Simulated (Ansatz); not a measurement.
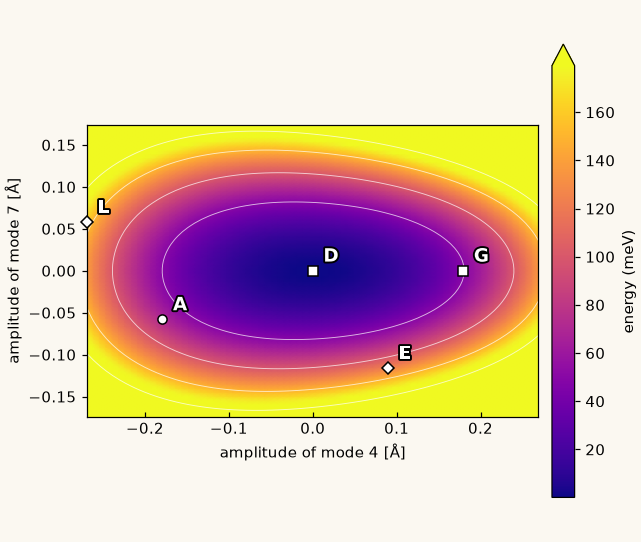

SnO₂ (Pnnm, No. 58; 6 atoms in the cell). The energy is mapped over two normal modes frozen in (zone-centre modes of the 6-atom cell of this scan). The first coordinate is: amplitude of mode 4 (103 cm⁻¹), largest displacement; the second: amplitude of mode 7 (224 cm⁻¹), largest displacement. Nothing is relaxed (the cell and all other modes fixed). The grid has 7 × 7 points; 37 points were computed and 12 follow by symmetry. Points are written as (first, second). All energies are given in meV per cell relative to the lowest grid point. These are results of Ansatz, DFT LDA, scalar-relativistic, plane waves, PAW, not measurements. Settings: cutoff 520 eV, k-mesh 6×6×8 in the order of the run's cell vectors, gaussian smearing 0.05 eV, no spin polarisation.

In the figure: a smooth colour map with a few white contour lines, one colour for all values above the top of the scale, lettered points. Between grid points the surface is interpolated.

**Rank the lettered points by energy, lowest first.**

D (0 meV), G (49 meV), A (72 meV), E (124 meV), L (159 meV).

**What kind of point is each of A, D, E: minimum, saddle, maximum or slope?**

A: on a slope; D: minimum; E: on a slope. (In these two coordinates alone; a stationary point may lie a little off the grid point.)

PAW datasets: the set soft_1.
